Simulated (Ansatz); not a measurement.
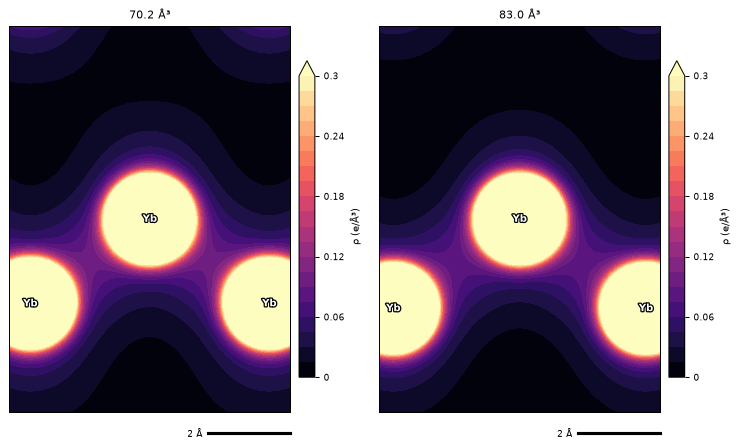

Yb. The valence pseudo-density of cells scaled evenly to different volumes (given per atom above each panel), on the (11̄0) plane of each (indices in the axes of the cell below), at one length scale and on one colour scale.

A generated structure, not necessarily the stable one; computed without spin polarisation; no Hubbard U on the f states and no spin–orbit coupling.

Level of theory: Ansatz, DFT, r2SCAN, plane waves (500 eV) with PAW, scalar-relativistic.

The density is the valence pseudo-density of a PAW calculation; it isn't the true density close to the nuclei.

The largest cell:

```cif
data_structure
_symmetry_space_group_name_H-M 'P 1'
_symmetry_Int_Tables_number 1
_cell_length_a 6.1679
_cell_length_b 6.1679
_cell_length_c 6.1679
_cell_angle_alpha 60.000
_cell_angle_beta 60.000
_cell_angle_gamma 60.000
_cell_volume 165.92
loop_
_atom_site_label
_atom_site_type_symbol
_atom_site_fract_x
_atom_site_fract_y
_atom_site_fract_z
_atom_site_occupancy
Yb1 Yb 0.12500 0.12500 0.12500 1
Yb2 Yb 0.87500 0.87500 0.87500 1
```

| volume (Å³/atom) | Yb–Yb contact in the plane (Å) | ρ at its midpoint (e/Å³) | pressure (GPa) | 
| --- | --- | --- | --- |
| 70.20 | 3.572 | 0.095 | 0.6 | 
| 76.58 | 3.678 | ? | ? | 
| 82.96 | 3.777 | 0.082 | −0.1 | 

Estimate the missing row, and compare with the calculation.

Answer. Over the known rows ln ρ falls by 0.72 per Å of Yb–Yb distance (the line through the two), which gives 0.088 e/Å³ at 3.678 Å; the calculation gives 0.089 e/Å³. For the pressure, a straight line in volume between the neighbouring rows gives 0.2 GPa; the calculation gives 0.2.
